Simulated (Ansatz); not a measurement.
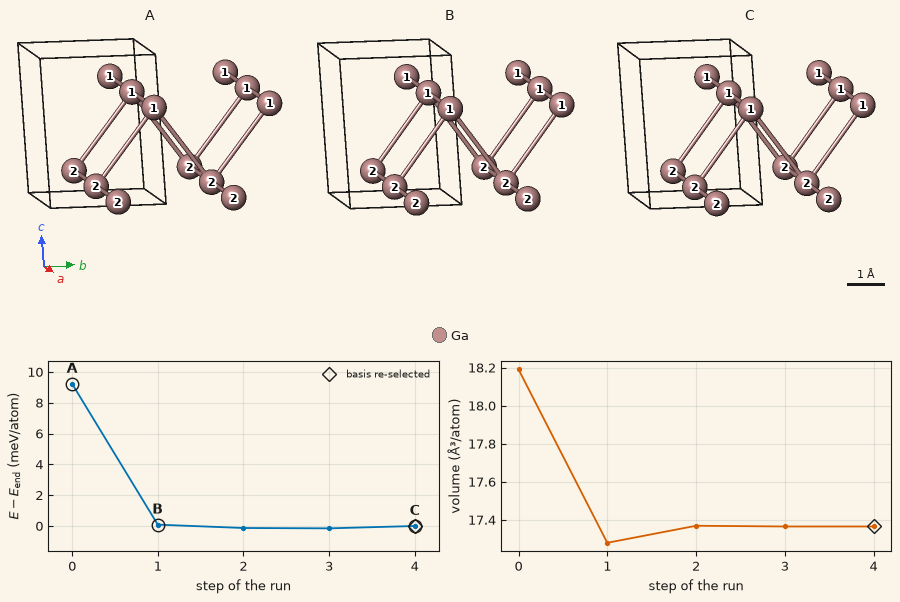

Frames of a relaxation of a crystal of Ga (set up in P2_1/m), marked on the history of the run. Style: ball-and-stick. Shown: the cell of the calculation, repeated 3 × 2 × 1 with one cell outlined, slightly off an axis.

The run lets cell and atoms move.

All numbers below come from Ansatz 0.2.0, Kohn-Sham DFT of a periodic cell, LDA, Ansatz PAW.

Input
```yaml
crystal:
  lattice:
    - [2.7784220849, 0.0, 0.0]
    - [0.0, 3.28160879, 0.0]
    - [-1.3434310986, 0.0, 3.9902731763]
  atoms:
    - { symbol: Ga, position: [0.13459627, 0.75, 0.77016683] }
    - { symbol: Ga, position: [0.86540373, 0.25, 0.22983317] }
hamiltonian:
  xc: lda
  pseudopotentials: { kind: paw }
kpoints:
  mp_grid: { grid: [10, 8, 7] }
scf:
  occupations: { method: fermi_dirac, width: 0.05 }
output:
  forces: true
  stress: true
  eigenvalues: true
  write_density: true
  write_potential: true
  elf: true
  volumetric_format: npy
relax:
  f_tol: 0.01
  max_steps: 40
  cell: { stress_tol: 0.05 }
```

Run as
```bash
ansatz run input.yaml --threads 2 --pin off --max-ram 5632MiB --backend cpu --events-out ev --progress --plain --runs-dir out
```

Describe the path.

Answer. The largest moves relative to the cell, 0.015 Å, are those of Ga1 and Ga2. Ga1 goes along [−3 0 −1]. The drawn cell changes as follows: a 2.778 → 2.747 Å (−1.1 %), b 3.282 → 3.184 Å (−3.0 %), c 4.210 → 4.208 Å (−0.1 %), β 108.6° → 109.3°; the volume changes by −4.5 %. Among the contacts that change: Ga1–Ga2 2.710 → 2.661 Å, Ga1–Ga2 (another image) 2.838 → 2.804 Å, Ga1–Ga2 (another image) 2.814 → 2.783 Å, Ga1–Ga1 2.778 → 2.747 Å. The space group stays P2_1/m (No. 11). Over 3 accepted moves (4 points after the start) the energy falls by 9.2 meV per atom. The largest force component goes from 0.063 to 0.0068 eV/Å. Pressure: −2.78 GPa at the start and −0.01 GPa at the end. At 1 point the geometry stayed and the basis and grid were re-selected for the new cell (energy shift of 0.2 meV per atom at most each time). The run took 15 s on 2 threads of Arm Neoverse V2, with other jobs on the host, peak memory 0.38 GiB. From step 0 to 1: volume −5.0 %, energy −9.1 meV per atom. From step 1 to 4: volume +0.5 %, energy −0.1 meV per atom.
